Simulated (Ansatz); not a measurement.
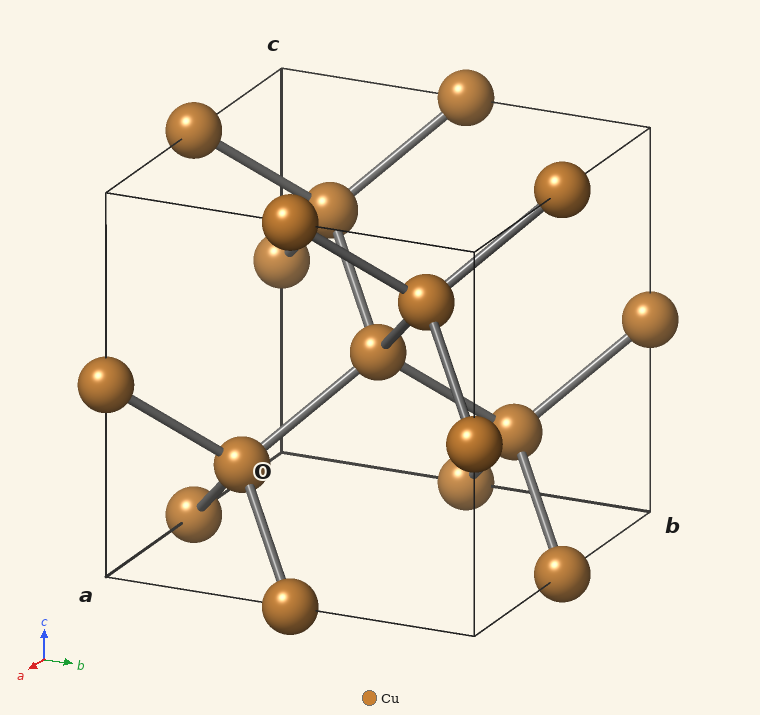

For Cu, the end point of a relaxation with DFT, PBE, plane waves (420 eV) with PAW, scalar-relativistic in Ansatz 0.2.0; the starting structure was generated, so it need not be a known form of this composition: one unit cell is drawn above. Symmetry computed with spglib at a tolerance of 0.002 Å; standard conventional cell.

```
Cu
1.0
     5.35043    0.00000    0.00000
     0.00000    5.35043    0.00000
     0.00000    0.00000    5.35043
Cu
8
Cartesian
  4.0128 4.0128 4.0128
  0.0000 2.6752 0.0000
  4.0128 1.3376 1.3376
  0.0000 0.0000 2.6752
  1.3376 4.0128 1.3376
  2.6752 2.6752 2.6752
  1.3376 1.3376 4.0128
  2.6752 0.0000 0.0000
```

What is its point group?

m-3m (Oh), order 48, cubic system: three fourfold axes, four threefold axes, six twofold axes, nine mirror planes, an inversion centre.

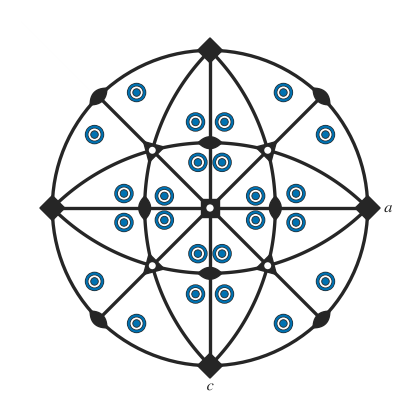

Stereographic projection: filled dots lie in the upper hemisphere, open rings in the lower; heavy lines are mirror planes (a heavy rim: a mirror in the plane of the page); lens, triangle, square and hexagon are 2-, 3-, 4- and 6-fold axes, a lens in an open square is −4, a triangle in an open hexagon −6; thin dashed diameters join the ends of axes that lie in the page; a small open circle marks inversion. The poles are one general form. The b axis points at the viewer.

What does this class allow?

Class m-3m is centrosymmetric, so neither piezoelectric nor pyroelectric; it is not chiral. Its Laue class is m-3m.
